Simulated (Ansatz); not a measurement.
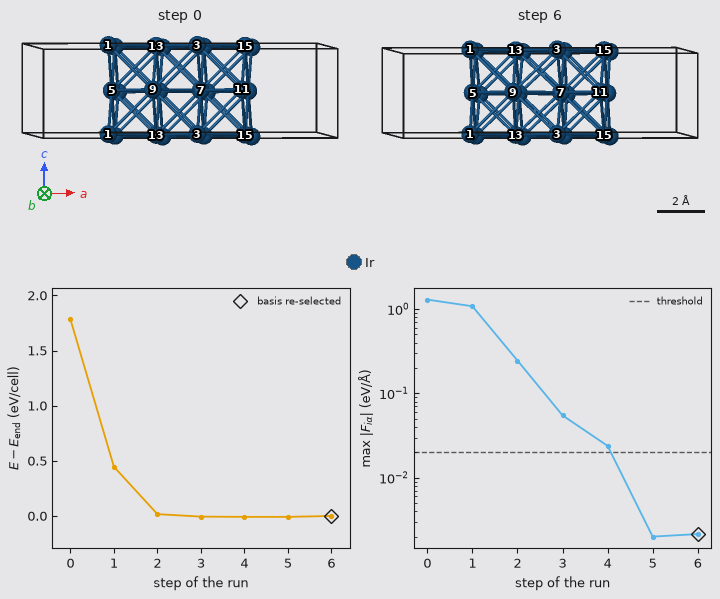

First and last geometry of a relaxation of a wire of composition Ir, with the history of the run. Style: ball-and-stick. Shown: the cell of the calculation, with the vacuum cut short, from a free direction.

Case: wire along [0 0 1], 16 atoms a period.

Method: DFT PBE, scalar-relativistic, plane waves, PAW (Ansatz 0.2.0). (plane-wave cutoff 420 eV; k-point mesh 1 × 1 × 14; occupations gaussian; smearing width 0.05 eV; no spin polarisation; cell relaxed at fixed a, b, alpha, beta, gamma; force threshold 0.02 eV/Å; at most 45 steps)

> Did the run converge, and what did it change?

It converged. Over 5 accepted moves (6 points after the start) the energy falls by 1.783 eV per cell of the calculation. Largest force component: 1.3 eV/Å at the start, 0.0021 eV/Å at the end. The SCF was repeated once at an unchanged geometry on a basis and grid sized afresh for the cell, which shifted the energy by 8.2 meV per cell of the calculation at most. The largest moves relative to the layer's centre, 0.095 Å, are those of Ir atoms. Along the periodic axis the drawn cell goes c 3.871 → 3.677 Å (−5.0 %). Some distances before and after: Ir–Ir 2.737 → 2.616 Å, Ir–Ir 2.737 → 2.660 Å, Ir–Ir 2.737 → 2.788 Å, Ir–Ir 2.737 → 2.690 Å.

```csv
step,"E − E(0), meV/atom","largest force component, eV/Å",note
0,0.00,1.2968,
1,-83.57,1.0815,
2,-110.42,0.2457,
3,-111.83,0.0549,
4,-111.96,0.0239,
5,-111.97,0.0020,
6,-111.46,0.0021,"same geometry, new basis"
```
